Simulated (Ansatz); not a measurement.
Sn₂₃O₄₈: several calculations on one system

## 1. Relaxation

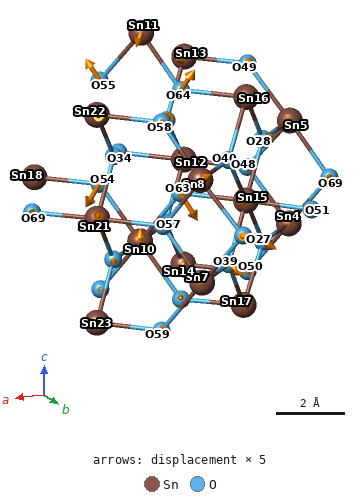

This is a relaxation of a defect cell of composition Sn23O48 (cell charge −4). The starting structure is drawn; orange arrows show the displacements, 5 times their true length.

Style: ball-and-stick. Shown: the atoms within 5.0 Å of the atom that moves most (axes of the cell of the calculation (origin shifted)), from a free direction.

The calculation used Ansatz, DFT, PBEsol, PAW, plane waves. Settings: plane-wave cutoff 420 eV; k-point mesh 1 × 1 × 1; mesh shifted by (0.25, 0.25, 0.25); no spin polarisation; atoms relaxed in a fixed cell; force threshold 0.03 eV/Å; at most 80 steps.

**What did the optimiser do to the structure, and how much energy did it gain?**

An O atom moves most: 0.20 Å along [−2 1 −3]. By element the largest moves are O 0.20 Å, Sn 0.10 Å. The cell stays as it was. Near-neighbour distances that change, for instance: O–Sn 2.097 → 1.940 Å, O–Sn 2.103 → 1.971 Å, O–Sn 2.060 → 1.940 Å, O–Sn 2.085 → 1.969 Å. Among the angles between lasting bonds that change: O–Sn–O 76.9° → 89.8°, Sn–O–Sn 128.0° → 138.5°, Sn–O–Sn 128.4° → 138.5°. After 4 geometry steps the energy has fallen by 3.193 eV per cell of the calculation. The largest force component goes from 4.4 to 0.0048 eV/Å.

Limits of the set-up: the cell is charged, on a uniform background, and energies carry no finite-size correction.

## 2. Relaxation

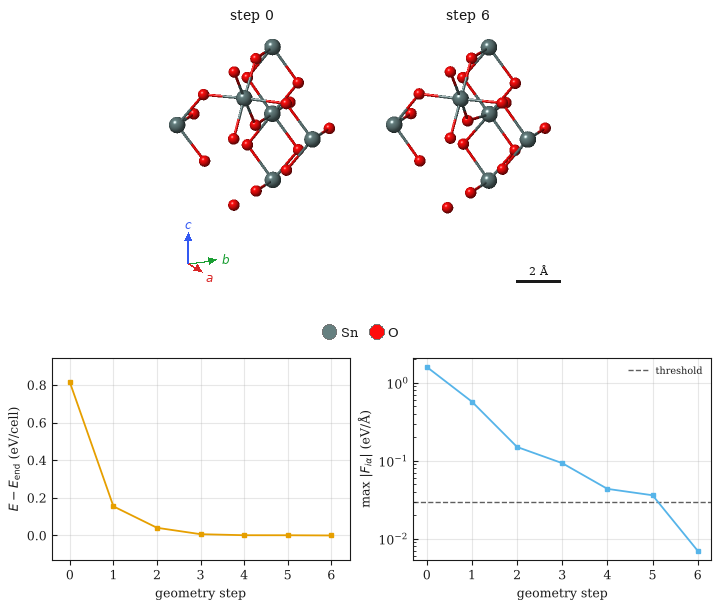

First and last geometry of a relaxation of a defect cell of composition Sn23O48, with the history of the run. A ball-and-stick model of the atoms within 4.2 Å of the atom that moves most (axes of the cell of the calculation (origin shifted)), seen slightly off an axis.

Method: Ansatz 0.2.0, DFT, PBEsol, PAW, plane waves. Settings: plane-wave cutoff 420 eV; k-point mesh 1 × 1 × 1; mesh shifted by (0.25, 0.25, 0.25); collinear spin; atoms relaxed in a fixed cell; force threshold 0.03 eV/Å; at most 80 steps.

> Read the history and describe the run.

It converged. Over 6 geometry steps the energy falls by 0.815 eV per cell of the calculation. Largest force component: 1.6 eV/Å at the start, 0.007 eV/Å at the end. The largest move is that of an O atom, 0.29 Å along [−3 −1 2]. Largest moves by element: O 0.29 Å, Sn 0.07 Å. The cell doesn't change. Near-neighbour distances that change, for instance: O–Sn 2.097 → 2.028 Å, O–Sn 2.128 → 2.066 Å, O–Sn 2.020 → 2.075 Å, O–Sn 2.005 → 2.057 Å. Bond angles that change, for instance: O–Sn–O 91.1° → 81.2°, Sn–O–Sn 128.1° → 137.1°, O–Sn–O 88.8° → 97.3°.

```
step  E − E(0), meV/atom  largest force component, eV/Å
   0                0.00                         1.5992
   1               -9.29                         0.5731
   2              -10.90                         0.1503
   3              -11.38                         0.0932
   4              -11.45                         0.0436
   5              -11.46                         0.0361
   6              -11.47                         0.0070
```

## 3. Defect

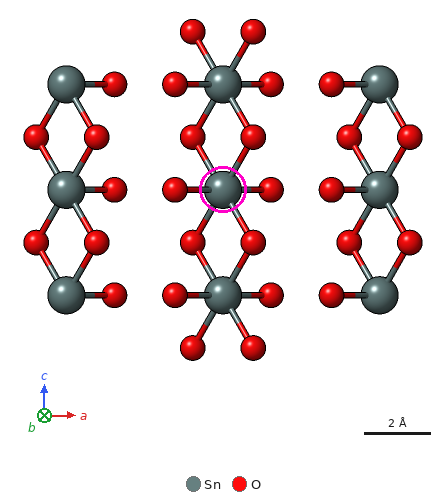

Perfect SnO2. A ball-and-stick model of the atoms within 6.0 Å of one point, in a slice 3.4 Å thick across the line of sight, seen along the b axis.

These are results of DFT, PBEsol, PAW, plane waves (Ansatz), not measurements. (plane-wave cutoff 420 eV; k-point mesh 1 × 1 × 1; mesh shifted by (0.25, 0.25, 0.25); collinear spin) Fermi-Dirac smearing of 0.01 eV. A uniform background neutralises the charged cell. The axes drawn are those of the host's conventional cell.

A tin atom is taken out (a vacancy) at the ringed place, in charge state −2. The supercell has 72 sites, and the atoms are relaxed at the host's cell.

> How do the neighbours respond?

Around the empty Sn site the host had 6 O at 2.07 Å; after relaxation the nearest atoms are 6 O at 2.06 to 2.20 Å. Of the host's atoms, an oxygen atom moves furthest from its site, by 0.14 Å. The cell's net moment is 2.00 μB.

The relaxed defect, seen from the same direction:

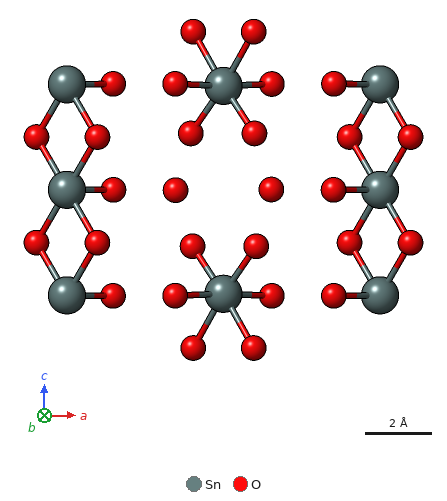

Limits of the set-up: the cell is charged, on a uniform background, and energies carry no finite-size correction.
